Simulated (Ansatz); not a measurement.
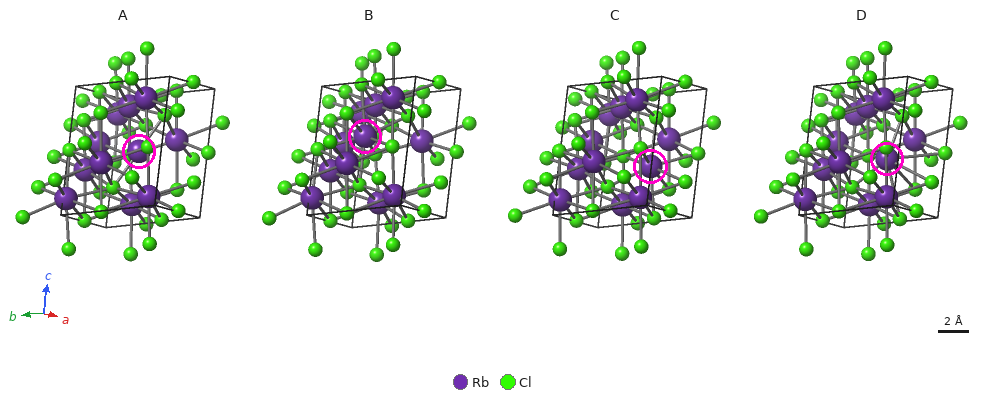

4 geometries from a converged minimum-energy path of a defect cell of composition Rb$_{11}$Cl$_{12}$ with a Rb vacancy (23 atoms in the cell), shuffled. Style: ball-and-stick. Shown: the reduced simulation cell (origin moved), from a free direction. The moving atom is ringed, with any periodic copies. Lengths and directions refer to the drawn axes. Bonds to atoms that aren't drawn are left out.

Computed with DFT PBEsol, scalar-relativistic, plane waves, PAW in Ansatz. Set-up: plane-wave cutoff 420 eV; k-point mesh 4 × 4 × 2; Gaussian smearing 0.05 eV; 3 movable images; climbing image; force threshold 0.05 eV/Å; iteration limit 60.

One of them is the converged climbing image. Which?

Answer. A. In order along the path, whose images run from 0 to 4: C (image 0, 0.00 eV), D (image 1, +0.19 eV), A (image 2, +0.35 eV), B (image 4, 0.00 eV). It is a vacancy jump: a nearby atom moves into the empty site and leaves its own site empty. A Rb atom travels furthest, 3.36 Å from end to end, roughly along [−3 2 2], on a straight line. At the highest image its nearest neighbour (Cl) is 3.03 Å away, against 3.27 Å at the start, and the surrounding atoms stand up to 0.15 Å off the mean of their end positions.

Limits of the set-up: the cell has an odd number of electrons but was run without spin polarisation.

Cost: 19 min on 4 threads of Arm Neoverse N1, with other jobs on the host, peak memory 5.2 GiB.
